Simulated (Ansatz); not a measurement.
## Run report: Al15ZnO24 (charge −1), geometry relaxation (part 1 of 3)

Al15ZnO24 (defect cell, 40 atoms in the cell, total charge −1), computed with DFT PBE, scalar-relativistic, plane waves, PAW, no spin polarisation (Ansatz 0.2.0).

The structure derives from a Materials Project entry. It belongs to a series of runs on one base structure; here: Zn_Al, charge -1, atoms relaxed at the host's cell.

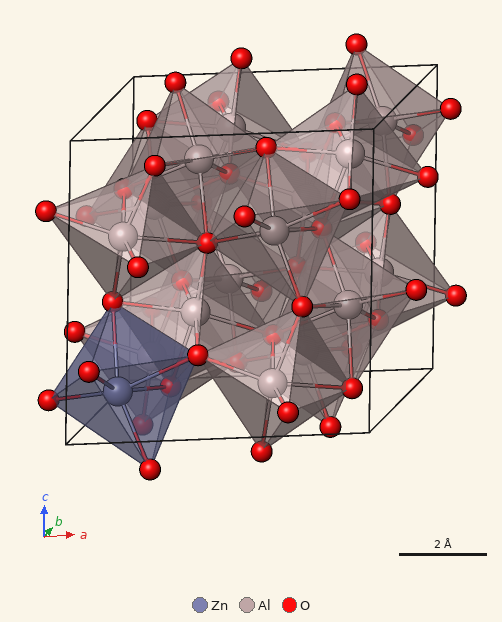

Figure 1. The starting structure (polyhedral view of the cell of the calculation, seen slightly off an axis; polyhedra are completed across the faces of the cell).

## Key numbers

- outcome: converged
- electrons treated: 202
- free energy: −25045.9588 eV
- Fermi energy: 11.119 eV
- gap on the k-point mesh: 6.27 eV
- final volume: 350.43 Å³
- largest force (length of the vector) at the end: 0.023 eV/Å
- hardware: 8 threads of Arm Neoverse V2, 24 GiB of memory available, shared host
- wall time: 14 s (CPU time 1.7 min)
- peak memory: 0.82 GiB

## Input file
```yaml
crystal:
  lattice:
    - [-4.8085976127, -2.7762451261, 4.374911747]
    - [4.8085976127, -2.7762451261, 4.374911747]
    - [0.0, 5.5524902522, 4.374911747]
  atoms:
    - { symbol: Zn, position: [0.1404282823, 0.1404282823, 0.1404282823] }
    - { symbol: Al, position: [0.6479154588, 0.6470494556, 0.1480165742] }
    - { symbol: Al, position: [0.6470494556, 0.1480165742, 0.6479154588] }
    - { symbol: Al, position: [0.1480165742, 0.6479154588, 0.6470494556] }
    - { symbol: Al, position: [0.3494930627, 0.3494930627, 0.3494930627] }
    - { symbol: Al, position: [0.8494799245, 0.8501901922, 0.3542463335] }
    - { symbol: Al, position: [0.8501901922, 0.3542463335, 0.8494799245] }
    - { symbol: Al, position: [0.3542463335, 0.8494799245, 0.8501901922] }
    - { symbol: Al, position: [0.6478607746, 0.6478607746, 0.6478607746] }
    - { symbol: Al, position: [0.1485580898, 0.1459903743, 0.6484185733] }
    - { symbol: Al, position: [0.1459903743, 0.6484185733, 0.1485580898] }
    - { symbol: Al, position: [0.6484185733, 0.1485580898, 0.1459903743] }
    - { symbol: Al, position: [0.8522123593, 0.8522123593, 0.8522123593] }
    - { symbol: Al, position: [0.3520772906, 0.3523546016, 0.851347508] }
    - { symbol: Al, position: [0.3523546016, 0.851347508, 0.3520772906] }
    - { symbol: Al, position: [0.851347508, 0.3520772906, 0.3523546016] }
    - { symbol: O, position: [0.4034803851, 0.597658948, 0.7496674808] }
    - { symbol: O, position: [0.9035311341, 0.0972312468, 0.7518515911] }
    - { symbol: O, position: [0.9015141271, 0.5951925405, 0.2497155591] }
    - { symbol: O, position: [0.4121439207, 0.0948909812, 0.2581871626] }
    - { symbol: O, position: [0.4046136993, 0.2521739912, 0.5949946223] }
    - { symbol: O, position: [0.9027142108, 0.7485107747, 0.5982560955] }
    - { symbol: O, position: [0.8880732244, 0.2599212933, 0.095867599] }
    - { symbol: O, position: [0.4043555791, 0.7529863595, 0.0968286184] }
    - { symbol: O, position: [0.597658948, 0.7496674808, 0.4034803851] }
    - { symbol: O, position: [0.0948909812, 0.2581871626, 0.4121439207] }
    - { symbol: O, position: [0.0972312468, 0.7518515911, 0.9035311341] }
    - { symbol: O, position: [0.5951925405, 0.2497155591, 0.9015141271] }
    - { symbol: O, position: [0.7496674808, 0.4034803851, 0.597658948] }
    - { symbol: O, position: [0.2497155591, 0.9015141271, 0.5951925405] }
    - { symbol: O, position: [0.2581871626, 0.4121439207, 0.0948909812] }
    - { symbol: O, position: [0.7518515911, 0.9035311341, 0.0972312468] }
    - { symbol: O, position: [0.2521739912, 0.5949946223, 0.4046136993] }
    - { symbol: O, position: [0.7529863595, 0.0968286184, 0.4043555791] }
    - { symbol: O, position: [0.7485107747, 0.5982560955, 0.9027142108] }
    - { symbol: O, position: [0.2599212933, 0.095867599, 0.8880732244] }
    - { symbol: O, position: [0.5949946223, 0.4046136993, 0.2521739912] }
    - { symbol: O, position: [0.095867599, 0.8880732244, 0.2599212933] }
    - { symbol: O, position: [0.0968286184, 0.4043555791, 0.7529863595] }
    - { symbol: O, position: [0.5982560955, 0.9027142108, 0.7485107747] }
  host:
    lattice:
      - [2.4042988063, 1.3881225631, 4.374911747]
      - [-2.4042988063, 1.3881225631, 4.374911747]
      - [0.0, -2.7762451261, 4.374911747]
    atoms:
      - { symbol: Al, position: [0.1478748935, 0.1478748935, 0.1478748935] }
      - { symbol: Al, position: [0.3521251065, 0.3521251065, 0.3521251065] }
      - { symbol: Al, position: [0.6478748935, 0.6478748935, 0.6478748935] }
      - { symbol: Al, position: [0.8521251065, 0.8521251065, 0.8521251065] }
      - { symbol: O, position: [0.9438371958, 0.5561628042, 0.25] }
      - { symbol: O, position: [0.4438371958, 0.75, 0.0561628042] }
      - { symbol: O, position: [0.5561628042, 0.25, 0.9438371958] }
      - { symbol: O, position: [0.25, 0.9438371958, 0.5561628042] }
      - { symbol: O, position: [0.75, 0.0561628042, 0.4438371958] }
      - { symbol: O, position: [0.0561628042, 0.4438371958, 0.75] }
total_charge: -1
basis:
  ecutwfc: 420
  xc_grid: 2
kpoints:
  mp_grid: { grid: [2, 2, 2], shift: [0.5, 0.5, 0.5] }
hamiltonian:
  xc: pbe
scf:
  occupations: { method: gaussian, width: 0.02 }
output:
  forces: true
  stress: false
  eigenvalues: true
  charged_corrections:
    defect_position: [0.14787489, 0.14787489, 0.14787489]
    epsilon: [[10.177, 0.0, 0.0], [0.0, 10.177, 0.0], [0.0, 0.0, 12.532]]
  write_density: true
  write_potential: true
  elf: true
  volumetric_format: npy
relax:
  adjacent_minimum: "off"
  f_tol: 0.03
  max_steps: 40
```

Launched with:
```bash
ansatz run input.yaml --threads 8 --pin off --max-ram 16384MiB --backend cpu --events-out ev --progress --plain --runs-dir out
```

## Output
```
Engine: ansatz 0.2.0, aarch64-unknown-linux-gnu
Pseudopotentials: kind: paw
Pseudopotential: Zn, paw, valence charge 12, recommended cutoff 420 eV (normal), Zn.paw.azcp
Pseudopotential: Al, paw, valence charge 3, recommended cutoff 420 eV (normal), Al.paw.azcp
Pseudopotential: O, paw, valence charge 6, recommended cutoff 420 eV (normal), O.paw.azcp
Functional definition: PBE
  parameter kappa = 0.804
  parameter beta = 0.06672455060314922
  exchange = pbe_x(kappa = kappa, mu = beta*pi^2/3)
  correlation = pbe_c(beta = beta)
Crystal: 40 atoms, lattice volume = 350.426 Å³
Basis set: ecut = 420 eV, 6831 PW (Γ), exchange–correlation on 96×96×96 points (8 copies of the dense FFT grid, shifted against one another)
Bands: 141, of which v1, the nominal top of the filled ones, is band 101 counted from 1 (100 counted from 0)
Symmetry: 3 space group operations
Space group: R3 (ITA 146), of the structure as read, at distance tolerance 7.1e-5 Å
k-points: 2 of 8 (time reversal used)
Non-local potential: Zn, projectors of the file, l = 0: 2, l = 1: 2, l = 2: 3, l = 3: 1
Non-local potential: Al, projectors of the file, l = 0: 2, l = 1: 2, l = 2: 1
Non-local potential: O, projectors of the file, l = 0: 2, l = 1: 2, l = 2: 1
PAW form: soft (Blöchl's): semilocal exchange-correlation on the pseudo side does not see the compensation charge
PAW one-centre angular grid: Zn, 590 points (default); XC on 64 Gauss nodes
PAW one-centre angular grid: Al, 110 points (default); XC on 64 Gauss nodes
PAW one-centre angular grid: O, 110 points (default); XC on 64 Gauss nodes
Initial density: superposition of atomic densities (neutral atoms scaled as one to the charged cell's electrons: chi_scale 0, normalization atom), corrected by the library's trained network
Initial wavefunctions: pseudopotential atomic-orbital guess
Functional: x = pbe(κ = 0.804, μ = 0.2195149727645171), c = pbe(β = 0.06672455060314922)
SCF iter   1: F=—  HF=-25045.933552 eV  |F-HF|=—  |Δ(HF+E_count)|=         —  Δρ=1.18e-2  dr2=3.58e-1  ethr=1.77e-3  ⟨swp⟩=7.0  Hψ=1355  notcnv=0  defer=35
preconditioner: auto → Resta (q_TF=auto, 2.489 Å⁻¹)  ε∞=3.8  [insulator: Δε(μ)=5.783 eV  Ē_g=16.967 eV  σ=0.020 eV  W_gap=1.00  n_scr=86 (ndim 8)  ℏωp=28.2 eV  f_vac=0.000  D(μ)=0.00/eV (n_scr^D=0)  ε∞_Penn≈3.8]
SCF iter   2: F=—  HF=-25045.827386 eV  |F-HF|=—  |Δ(HF+E_count)|=   1.06e-1  Δρ=1.59e-3  dr2=7.81e-3  ethr=1.77e-4  ⟨swp⟩=2.0  Hψ=466  notcnv=0  defer=68
SCF iter   3: F=—  HF=-25045.827935 eV  |F-HF|=—  |Δ(HF+E_count)|=   5.49e-4  Δρ=1.06e-3  dr2=3.59e-3  ethr=3.87e-6  ⟨swp⟩=2.0  Hψ=375  notcnv=0  defer=68
SCF iter   4: F=—  HF=-25045.828943 eV  |F-HF|=—  |Δ(HF+E_count)|=   1.01e-3  Δρ=5.88e-4  dr2=7.30e-4  ethr=1.78e-6  ⟨swp⟩=2.0  Hψ=350  notcnv=0  defer=68
SCF iter   5: F=—  HF=-25045.829085 eV  |F-HF|=—  |Δ(HF+E_count)|=   1.42e-4  Δρ=1.98e-4  dr2=7.94e-5  ethr=3.62e-7  ⟨swp⟩=2.0  Hψ=365  notcnv=0  defer=68
SCF iter   6: F=-25045.829091 eV  HF=-25045.829091 eV  |F-HF|=4.24e-7  |Δ(HF+E_count)|=   6.26e-6  Δρ=3.46e-5  dr2=3.15e-6  ethr=1.11e-8  ⟨swp⟩=22.5  Hψ=3064  notcnv=0
SCF 1 converged in 6 iterations: F = -25045.829091 eV  dr2 = 3.15e-6
  greatest PAW one-centre occupation: 0.993 electrons in one spin orbital (limit 2), on the Zn atom at site 0 (counted from 0), in its partial waves of l = 2
relax step   1: F+E_penalty+E_count = -25045.82909105 eV  Δ(F+E_penalty+E_count) = +0.000e0 eV  max|allowed force component| = 6.942e-1 eV/Å  Δτ_max = 0.0000 Å  (6 SCF iters, dr2 threshold 2.25e-5 eV, accepted)
Initial density: handed on by an earlier stage of this run
Initial wavefunctions: those handed on with the density
iter 1 solved again at ethr=5.41e-6 eV; its pass at ethr=3.10e-3 eV (dr2=1.09e-2 eV) is discarded
SCF iter   1: F=—  HF=-25045.916491 eV  |F-HF|=—  |Δ(HF+E_count)|=         —  Δρ=1.66e-3  dr2=1.14e-2  ethr=5.41e-6  ⟨swp⟩=2.0  Hψ=687  notcnv=0  defer=68
preconditioner: auto → Resta (q_TF=auto, 2.489 Å⁻¹)  ε∞=3.7  [insulator: Δε(μ)=6.081 eV  Ē_g=17.067 eV  σ=0.020 eV  W_gap=1.00  n_scr=86 (ndim 8)  ℏωp=28.2 eV  f_vac=0.000  D(μ)=0.00/eV (n_scr^D=0)  ε∞_Penn≈3.7]
SCF iter   2: F=—  HF=-25045.913216 eV  |F-HF|=—  |Δ(HF+E_count)|=   3.28e-3  Δρ=8.03e-4  dr2=2.97e-3  ethr=5.41e-6  ⟨swp⟩=2.0  Hψ=335  notcnv=0  defer=68
SCF iter   3: F=—  HF=-25045.912373 eV  |F-HF|=—  |Δ(HF+E_count)|=   8.43e-4  Δρ=3.50e-4  dr2=3.37e-4  ethr=1.47e-6  ⟨swp⟩=2.0  Hψ=367  notcnv=0  defer=68
SCF iter   4: F=—  HF=-25045.912192 eV  |F-HF|=—  |Δ(HF+E_count)|=   1.81e-4  Δρ=1.12e-4  dr2=4.88e-5  ethr=1.67e-7  ⟨swp⟩=2.0  Hψ=426  notcnv=0  defer=68
SCF iter   5: F=-25045.912177 eV  HF=-25045.912181 eV  |F-HF|=3.70e-6  |Δ(HF+E_count)|=   1.08e-5  Δρ=4.65e-5  dr2=5.75e-6  ethr=1.49e-8  ⟨swp⟩=21.0  Hψ=2858  notcnv=0
SCF 2 converged in 5 iterations: F = -25045.912177 eV  dr2 = 5.75e-6
relax step   2: F+E_penalty+E_count = -25045.91217731 eV  Δ(F+E_penalty+E_count) = -8.309e-2 eV  max|allowed force component| = 3.875e-1 eV/Å  Δτ_max = 0.0127 Å  (5 SCF iters, dr2 threshold 3.01e-5 eV, accepted)
SCF iter   1: F=—  HF=-25045.960970 eV  |F-HF|=—  |Δ(HF+E_count)|=         —  Δρ=3.00e-3  dr2=2.24e-2  ethr=9.58e-5  ⟨swp⟩=3.0  Hψ=564  notcnv=0  defer=68
preconditioner: auto → Resta (q_TF=auto, 2.489 Å⁻¹)  ε∞=3.7  [insulator: Δε(μ)=6.212 eV  Ē_g=17.079 eV  σ=0.020 eV  W_gap=1.00  n_scr=86 (ndim 8)  ℏωp=28.2 eV  f_vac=0.000  D(μ)=0.00/eV (n_scr^D=0)  ε∞_Penn≈3.7]
SCF iter   2: F=—  HF=-25045.953479 eV  |F-HF|=—  |Δ(HF+E_count)|=   7.49e-3  Δρ=1.41e-3  dr2=5.39e-3  ethr=1.11e-5  ⟨swp⟩=2.0  Hψ=456  notcnv=0  defer=68
SCF iter   3: F=—  HF=-25045.952280 eV  |F-HF|=—  |Δ(HF+E_count)|=   1.20e-3  Δρ=4.47e-4  dr2=5.34e-4  ethr=2.67e-6  ⟨swp⟩=2.5  Hψ=374  notcnv=0  defer=68
SCF iter   4: F=—  HF=-25045.952065 eV  |F-HF|=—  |Δ(HF+E_count)|=   2.15e-4  Δρ=1.67e-4  dr2=9.25e-5  ethr=2.64e-7  ⟨swp⟩=2.0  Hψ=361  notcnv=0  defer=68
SCF iter   5: F=—  HF=-25045.952052 eV  |F-HF|=—  |Δ(HF+E_count)|=   1.27e-5  Δρ=6.69e-5  dr2=1.60e-5  ethr=4.58e-8  ⟨swp⟩=2.0  Hψ=355  notcnv=0  defer=68
SCF iter   6: F=-25045.952049 eV  HF=-25045.952049 eV  |F-HF|=1.80e-7  |Δ(HF+E_count)|=   3.61e-6  Δρ=1.82e-5  dr2=1.02e-6  ethr=4.64e-9  ⟨swp⟩=20.5  Hψ=2854  notcnv=0
SCF 3 converged in 6 iterations: F = -25045.952049 eV  dr2 = 1.02e-6
relax step   3: F+E_penalty+E_count = -25045.95204897 eV  Δ(F+E_penalty+E_count) = -3.987e-2 eV  max|allowed force component| = 2.115e-1 eV/Å  Δτ_max = 0.0272 Å  (6 SCF iters, dr2 threshold 9.38e-6 eV, accepted)
SCF iter   1: F=—  HF=-25045.959396 eV  |F-HF|=—  |Δ(HF+E_count)|=         —  Δρ=1.90e-3  dr2=6.57e-3  ethr=1.99e-5  ⟨swp⟩=3.0  Hψ=562  notcnv=0  defer=68
preconditioner: auto → Resta (q_TF=auto, 2.489 Å⁻¹)  ε∞=3.7  [insulator: Δε(μ)=6.259 eV  Ē_g=17.082 eV  σ=0.020 eV  W_gap=1.00  n_scr=86 (ndim 8)  ℏωp=28.2 eV  f_vac=0.000  D(μ)=0.00/eV (n_scr^D=0)  ε∞_Penn≈3.7]
SCF iter   2: F=—  HF=-25045.957157 eV  |F-HF|=—  |Δ(HF+E_count)|=   2.24e-3  Δρ=8.50e-4  dr2=1.28e-3  ethr=3.25e-6  ⟨swp⟩=2.0  Hψ=450  notcnv=0  defer=68
SCF iter   3: F=—  HF=-25045.956642 eV  |F-HF|=—  |Δ(HF+E_count)|=   5.14e-4  Δρ=1.32e-4  dr2=4.63e-5  ethr=6.32e-7  ⟨swp⟩=2.0  Hψ=361  notcnv=0  defer=68
SCF iter   4: F=-25045.956644 eV  HF=-25045.956648 eV  |F-HF|=3.69e-6  |Δ(HF+E_count)|=   5.13e-6  Δρ=5.82e-5  dr2=7.69e-6  ethr=6.60e-9  ⟨swp⟩=19.5  Hψ=2829  notcnv=0
SCF 4 converged in 4 iterations: F = -25045.956644 eV  dr2 = 7.69e-6
relax step   4: F+E_penalty+E_count = -25045.95664389 eV  Δ(F+E_penalty+E_count) = -4.595e-3 eV  max|allowed force component| = 6.487e-2 eV/Å  Δτ_max = 0.0190 Å  (4 SCF iters, dr2 threshold 1.33e-5 eV, accepted)
SCF iter   1: F=—  HF=-25045.960479 eV  |F-HF|=—  |Δ(HF+E_count)|=         —  Δρ=1.58e-3  dr2=4.47e-3  ethr=2.68e-5  ⟨swp⟩=3.0  Hψ=551  notcnv=0  defer=68
preconditioner: auto → Resta (q_TF=auto, 2.489 Å⁻¹)  ε∞=3.7  [insulator: Δε(μ)=6.264 eV  Ē_g=17.081 eV  σ=0.020 eV  W_gap=1.00  n_scr=86 (ndim 8)  ℏωp=28.2 eV  f_vac=0.000  D(μ)=0.00/eV (n_scr^D=0)  ε∞_Penn≈3.7]
SCF iter   2: F=—  HF=-25045.958705 eV  |F-HF|=—  |Δ(HF+E_count)|=   1.77e-3  Δρ=7.13e-4  dr2=9.05e-4  ethr=2.21e-6  ⟨swp⟩=2.0  Hψ=448  notcnv=0  defer=68
SCF iter   3: F=—  HF=-25045.958380 eV  |F-HF|=—  |Δ(HF+E_count)|=   3.25e-4  Δρ=9.91e-5  dr2=2.45e-5  ethr=4.48e-7  ⟨swp⟩=2.0  Hψ=357  notcnv=0  defer=68
SCF iter   4: F=—  HF=-25045.958849 eV  |F-HF|=—  |Δ(HF+E_count)|=   4.69e-4  Δρ=5.83e-5  dr2=8.38e-6  ethr=1.21e-8  ⟨swp⟩=2.0  Hψ=416  notcnv=0  defer=68
SCF iter   5: F=—  HF=-25045.958848 eV  |F-HF|=—  |Δ(HF+E_count)|=   1.27e-6  Δρ=1.25e-5  dr2=3.92e-7  ethr=4.15e-9  ⟨swp⟩=2.0  Hψ=372  notcnv=0  defer=68
SCF iter   6: F=-25045.958847 eV  HF=-25045.958847 eV  |F-HF|=5.59e-8  |Δ(HF+E_count)|=   1.63e-7  Δρ=6.30e-6  dr2=9.77e-8  ethr=4.95e-11  ⟨swp⟩=17.5  Hψ=2555  notcnv=0
SCF 5 converged in 6 iterations: F = -25045.958847 eV  dr2 = 9.77e-8
  greatest PAW one-centre occupation: 0.992 electrons in one spin orbital (limit 2), on the Zn atom at site 0 (counted from 0), in its partial waves of l = 2
relax step   5: F+E_penalty+E_count = -25045.95884738 eV  Δ(F+E_penalty+E_count) = -2.203e-3 eV  max|allowed force component| = 2.222e-2 eV/Å  Δτ_max = 0.0160 Å  (6 SCF iters, accepted)
```

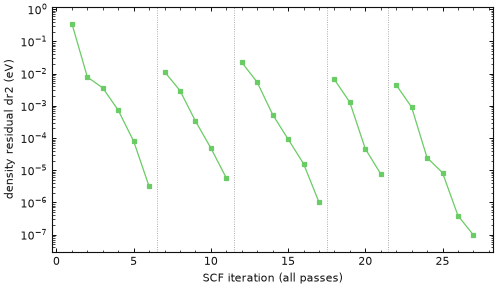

Figure 2. Convergence of the self-consistent field: density residual dr2 against the SCF iteration. The dotted lines part the SCF passes of the relaxation: geometry steps, rejected trials and re-solves on a re-selected basis. The 5 passes take 4 to 6 iterations each, 27 in all.

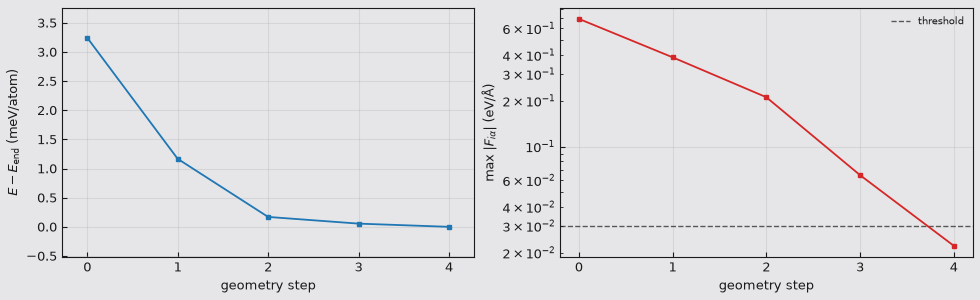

Figure 3. Progress of the relaxation, step by step (the first geometry is step 0 here and step 1 in the log).
